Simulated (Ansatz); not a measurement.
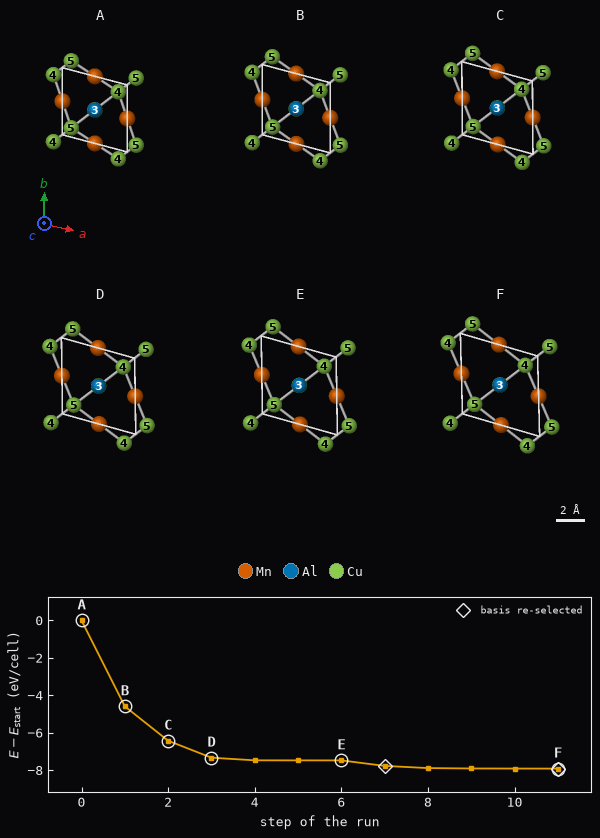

Frames of a relaxation of solid Mn₂AlCu₃ (a generated structure, set up in Cmmm) (coarse preliminary run), marked on the history of the run. The picture is a ball-and-stick view of the cell of the calculation, seen along the c axis.

All numbers below come from Ansatz 0.2.0, DFT PBE, scalar-relativistic, plane waves, PAW.

Input
```yaml
crystal:
  lattice:
    - [2.95044989, -3.83468224, 0.0]
    - [2.95044989, 3.83468224, 0.0]
    - [0.0, 0.0, 4.2195769]
  atoms:
    - { symbol: Mn, position: [0.0, 0.5, 0.5], spin: 4.0 }
    - { symbol: Mn, position: [0.5, 0.0, 0.5], spin: 4.0 }
    - { symbol: Al, position: [0.5, 0.5, 0.5] }
    - { symbol: Cu, position: [0.86180823, 0.86180823, 0.5] }
    - { symbol: Cu, position: [0.13819177, 0.13819177, 0.5] }
    - { symbol: Cu, position: [0.5, 0.5, 0.0] }
basis:
  ecutwfc: 420
kpoints:
  mp_grid: { grid: [4, 4, 4] }
hamiltonian:
  xc: pbe
scf:
  occupations: { method: gaussian, width: 0.1 }
  lower_state_search: "off"
output:
  forces: true
  stress: true
  eigenvalues: true
  populations: true
magnetization:
  spin_polarized: true
relax:
  adjacent_minimum: "off"
  f_tol: 0.04
  max_steps: 70
  cell: { stress_tol: 0.4 }
```

Command:
```bash
ansatz run input.yaml --threads 4 --pin off --max-ram 8192MiB --backend cpu --events-out ev --progress --plain --runs-dir out
```

### Describe the path.

The largest moves relative to the cell, 0.17 Å, are those of Cu4 and Cu5. Cu4 goes along [−1 −1 0]. Mn and Al stay in place. Cell: a = b 4.838 → 5.805 Å (+20.0 %), c 4.220 → 4.634 Å (+9.8 %), γ 104.8° → 107.8°. Volume +55.7 %. Some distances before and after: Cu4–Cu5 1.631 → 2.223 Å, Mn1–Al3 2.419 → 2.902 Å, Mn1–Cu4 2.028 → 2.420 Å, Al3–Cu6 2.110 → 2.317 Å. Bond angles that change, for instance: Mn1–Cu4–Mn2 142.0° → 151.4°, Mn1–Cu4–Al3 71.0° → 75.7°, Mn1–Cu4–Cu5 109.0° → 104.3°. The space group stays Cmmm (No. 65). The energy falls by 7.915 eV per cell of the calculation in 9 accepted moves (11 points after the start). Largest force component: 16 eV/Å at the start, 0.01 eV/Å at the end. Pressure: 53.94 GPa at the start and −0.06 GPa at the end. The SCF was repeated twice at an unchanged geometry on a basis and grid sized afresh for the cell, which shifted the energy by 0.293 eV per cell of the calculation at most. Cost: 98 s on 4 threads of Intel(R) Xeon(R) Processor @ 2.70GHz, on a shared host, peak memory 0.75 GiB. From step 0 to 1: Cu atoms move most (0.07 Å), volume +11.2 %, energy −4.589 eV per cell of the calculation. From step 1 to 2: Cu atoms move most (0.03 Å), volume +10.2 %, energy −1.836 eV per cell of the calculation. From step 2 to 3: Cu atoms move most (0.02 Å), volume +10.6 %, energy −0.906 eV per cell of the calculation. From step 3 to 6: Cu atoms move most (0.02 Å), volume +5.6 %, energy −0.145 eV per cell of the calculation. From step 6 to 11: volume +8.8 %, energy −0.439 eV per cell of the calculation.

| step | E − E(0), meV/atom | largest force component, eV/Å | pressure, GPa | volume, Å³/atom | note |
| --- | --- | --- | --- | --- | --- |
| 0 | 0.00 | 16.4931 | 53.94 | 15.913 |  |
| 1 | -764.81 | 4.7122 | 29.35 | 17.693 |  |
| 2 | -1070.82 | 2.1885 | 15.61 | 19.500 |  |
| 3 | -1221.80 | 0.8003 | 5.23 | 21.570 |  |
| 4 | -1245.31 | 0.2922 | 0.14 | 22.778 |  |
| 5 | -1245.73 | 0.1625 | -0.09 | 22.816 |  |
| 6 | -1245.94 | 0.0026 | 0.01 | 22.771 |  |
| 7 | -1294.81 | 0.0222 | 3.86 | 22.771 | same geometry, new basis |
| 8 | -1314.38 | 0.0179 | 1.57 | 23.856 |  |
| 9 | -1317.85 | 0.0454 | -0.37 | 25.009 |  |
| 10 | -1318.50 | 0.0101 | 0.00 | 24.773 |  |
| 11 | -1319.13 | 0.0104 | -0.06 | 24.773 | same geometry, new basis |

Limits of the set-up: the k-point mesh is coarse for a cell with partly filled bands.
